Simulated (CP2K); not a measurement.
System: ZnS (space group F-43m).

How it was computed, with CP2K 2026.2: DFT in Gaussian orbitals with a plane-wave density, no spin polarisation; energies at scaled volumes of the given cell, shape and fractions fixed, counted from the fit's minimum, third-order Birch-Murnaghan fit. All runs: no spin polarisation.

k mesh 9×9×9; occupations Fermi–Dirac; potentials GTH SCAN with UZH TZVP basis; density cutoff 9184 eV.

Settings that differ: SCAN + D3: smearing width 0.05 eV; SCAN + D4: smearing width 0.0259 eV.

Describe the result: the pressure against volume, with one curve for each functional. The cases: SCAN + D3; SCAN + D4.

The fitted equilibrium volumes, smallest first, are SCAN + D4 19.383, SCAN + D3 19.418 Å³/atom. The fitted bulk moduli, smallest first, are SCAN + D3 85.2, SCAN + D4 86.2 GPa. For SCAN + D3, the pressure falls from 4.25 GPa at volume 18.54 Å³/atom to −5.09 GPa at 20.91 Å³/atom, and changes sign near 19.46 Å³/atom. For SCAN + D4, the pressure falls from 4.10 GPa at volume 18.54 Å³/atom to −5.24 GPa at 20.91 Å³/atom, and changes sign near 19.42 Å³/atom.

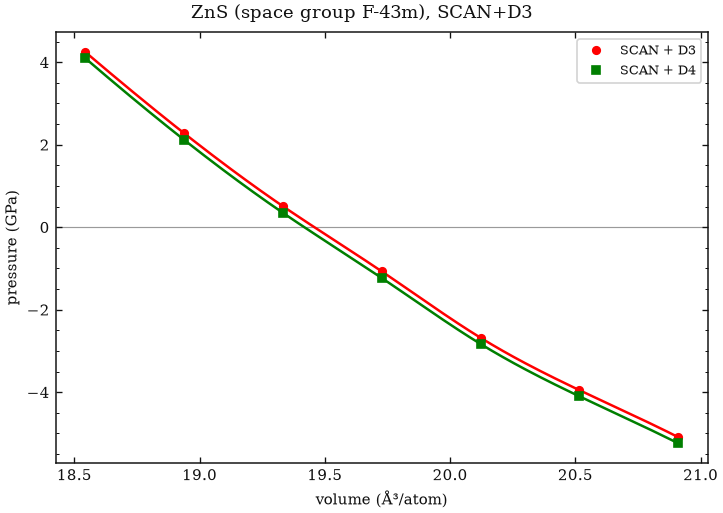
